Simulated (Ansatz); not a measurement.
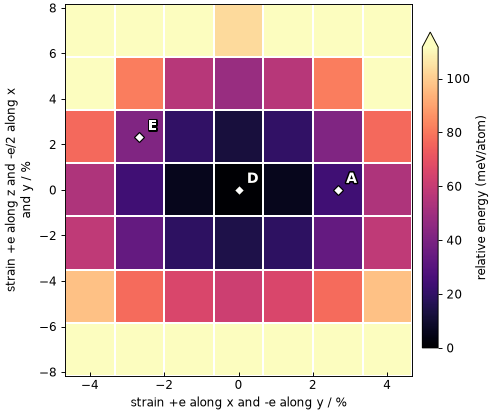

ZrS (Fm-3m, No. 225; 2 atoms in the cell). The energy is mapped over two homogeneous strains (x, y and z along the cube axes). Coordinates scanned: (1) strain +e along x and -e along y; (2) strain +e along z and -e/2 along x and y. Nothing is relaxed (symmetry fixes all fractional coordinates). The scan uses a 7 × 7 grid; 28 points were computed and 21 follow by symmetry. Points are written as (first, second). Energies: meV/atom, counted from the lowest grid point. All numbers below come from DFT PBEsol, scalar-relativistic, plane waves, PAW (Ansatz 0.2.0). Settings: cutoff 420 eV, k-mesh 16×16×16, gaussian smearing 0.15 eV, no spin polarisation.

The picture shows one coloured cell a grid point, one colour for all values above the top of the scale, lettered points.

Is E the lowest point of the computed grid?

No. E lies 41 meV/atom above the lowest grid point, which is at (0.00 %, 0.00 %).

What kind of point is each of D, E: minimum, saddle, maximum or slope?

D: minimum; E: on a slope. (In these two coordinates alone; a stationary point may lie a little off the grid point.)

Which space group has the cell at each letter?

A: Fmmm; D: Fm-3m; E: Fmmm.

PAW datasets: the set soft_1.
